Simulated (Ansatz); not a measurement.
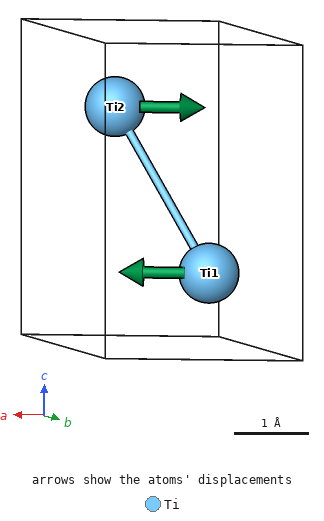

The lowest optical mode of a crystal of Ti relaxed at 35 GPa, space group P6₃/mmc (No. 194), at the zone centre. The green arrows are the displacements of the atoms (eigenvector over the root of the mass), of arbitrary overall length and sign. The picture is a ball-and-stick view of the cell of the calculation, seen from a free direction.

Method: Ansatz, DFT PBEsol, scalar-relativistic, plane waves, PAW.

The input:
```yaml
crystal:
  lattice:
    - [2.6958619967, 0.0, 0.0]
    - [-1.3479309983, 2.3346849743, 0.0]
    - [0.0, 0.0, 4.3246816493]
  atoms:
    - { symbol: Ti, position: [0.3333333333, 0.6666666667, 0.25] }
    - { symbol: Ti, position: [0.6666666667, 0.3333333333, 0.75] }
basis:
  ecutwfc: 420
kpoints:
  mp_grid: { grid: [18, 18, 10] }
hamiltonian:
  xc: pbesol
scf:
  occupations: { method: fermi_dirac, width: 0.15 }
output:
  eigenvalues: true
phonons:
  method: dfpt
  eigenvectors: true
```

Launched with:
```bash
ansatz run input.yaml --threads 1 --pin off --max-ram 3072MiB --backend cpu --events-out ev --progress --plain --runs-dir out
```

The frequencies depend somewhat on the k-mesh and the smearing.

Is this crystal at a minimum with respect to the drawn distortion?

Answer. Yes: this softest mode has a real frequency, and so have all others here. That speaks for this wave vector alone: the rest of the zone wasn't checked in this run. This is the E₂g mode (doubly degenerate; one member of the set is drawn) at 1.70 THz, the lowest optical level, Raman-active by symmetry. All motion is along a; atoms of one kind move against one another, with no net shift of their sublattice.
